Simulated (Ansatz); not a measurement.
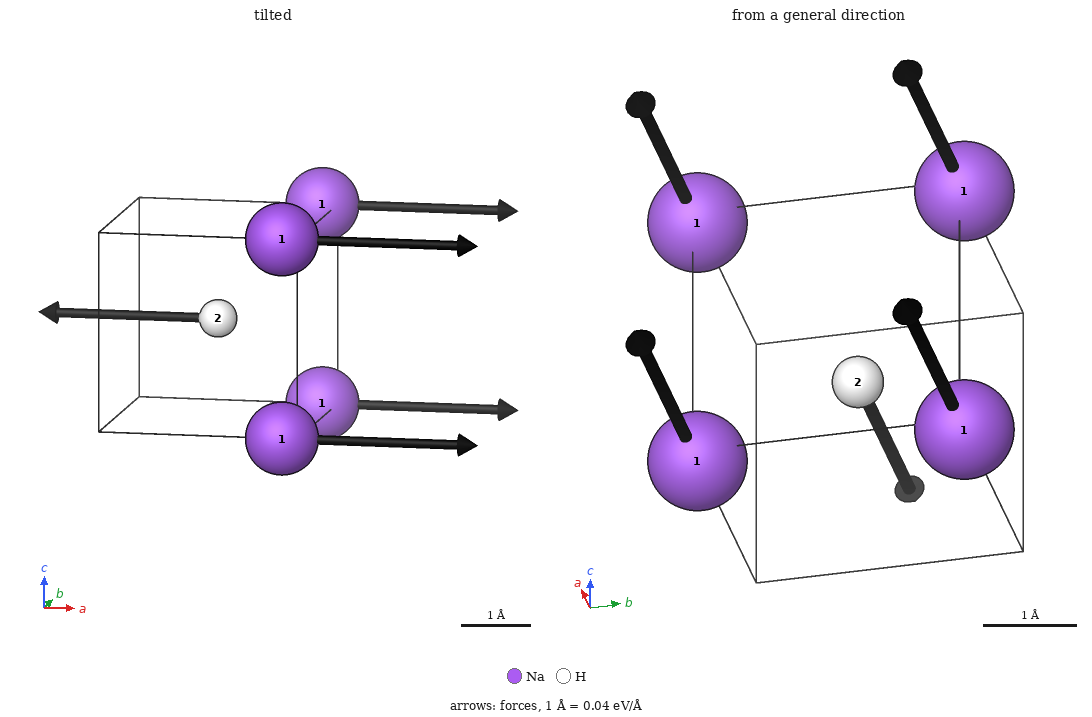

Drawn in the spheres-only manner and seen slightly off an axis and from a general direction. The frame is the simulation cell; atoms at its boundary are shown with their periodic copies. The arrows are the computed forces on the atoms.

System: NaH. Electronic-structure method: DFT PBEsol, scalar-relativistic, plane waves, PAW (Ansatz 0.2.0). Parameters: plane waves to 420 eV, a 10×10×10 k-point grid, Gaussian smearing of 0.05 eV, no spin polarisation.

### Is this an equilibrium geometry?

No. The atoms still feel forces of up to about 0.097 eV/Å, above a usual threshold of 0.01 to 0.03 eV/Å.

### Identify the atom with the maximum force.

Na1 and H2, about 0.097 eV/Å.

Origin of the cell: a structure listed in the Materials Project. The cell was then strained or its atoms displaced on purpose. It was run through Ansatz as a DFT input.
